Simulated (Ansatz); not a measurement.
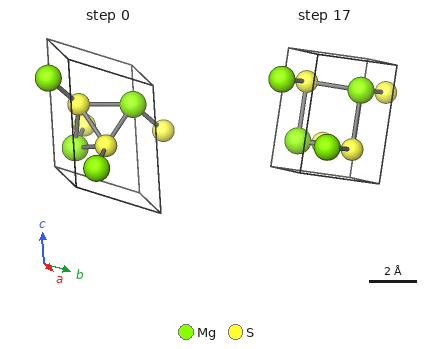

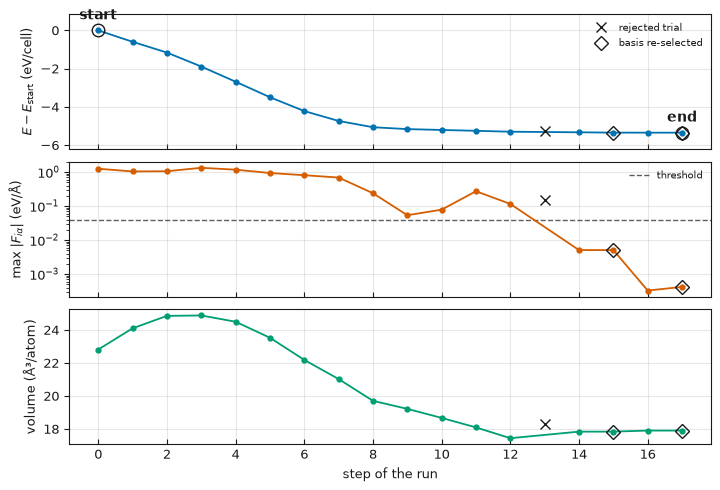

First and last geometry of a relaxation of crystalline MgS (a generated structure, set up in C2) (coarse preliminary run), with the history of the run. Style: ball-and-stick. Shown: the cell of the calculation, slightly off an axis.

The calculation used DFT PBE, scalar-relativistic, plane waves, PAW in Ansatz 0.2.0. (plane-wave cutoff 420 eV; k-point mesh 4 × 4 × 4; occupations gaussian; smearing width 0.1 eV; no spin polarisation; cell and atoms relaxed; force threshold 0.04 eV/Å; at most 70 steps)

**Read the history and describe the run.**

It converged. The largest moves relative to the cell, 1.09 Å, are those of S atoms. By element the largest moves are S 1.09 Å, Mg 0.56 Å. The drawn cell changes as follows: a = b 4.319 → 3.706 Å (−14.2 %), c 5.577 → 5.215 Å (−6.5 %), α 106.6° → 89.9°, β 106.6° → 89.9°, γ 101.1° → 90.0°; the volume changes by −21.5 %. Some distances before and after: Mg–S 4.733 → 2.621 Å, Mg–S 4.089 → 2.608 Å, S–S 2.239 → 3.693 Å, Mg–S 3.913 → 2.620 Å. New bonds form: Mg–S (3.91 → 2.62 Å), Mg–S (4.09 → 2.61 Å), Mg–S (4.73 → 2.62 Å). Bond angles that change, for instance: Mg–S–Mg 138.7° → 90.0°, S–Mg–S 129.3° → 90.0°, Mg–S–Mg 129.3° → 90.0°. The space group (tolerance 0.01 Å) goes from C2 (No. 5) to I4/mmm (No. 139). After 14 accepted moves (17 points after the start) the energy has fallen by 5.346 eV per cell of the calculation. Largest force component: 1.3 eV/Å at the start, 0.00042 eV/Å at the end. The pressure goes from 10.60 to 0.02 GPa. The line search rejected the trial step at point 13 of the run. At 2 points the geometry stayed and the basis and grid were re-selected for the new cell (energy shift of 17.6 meV per cell of the calculation at most each time). Cost: 83 s on 1 thread of Arm Neoverse V1, with other jobs on the host, peak memory 0.35 GiB.
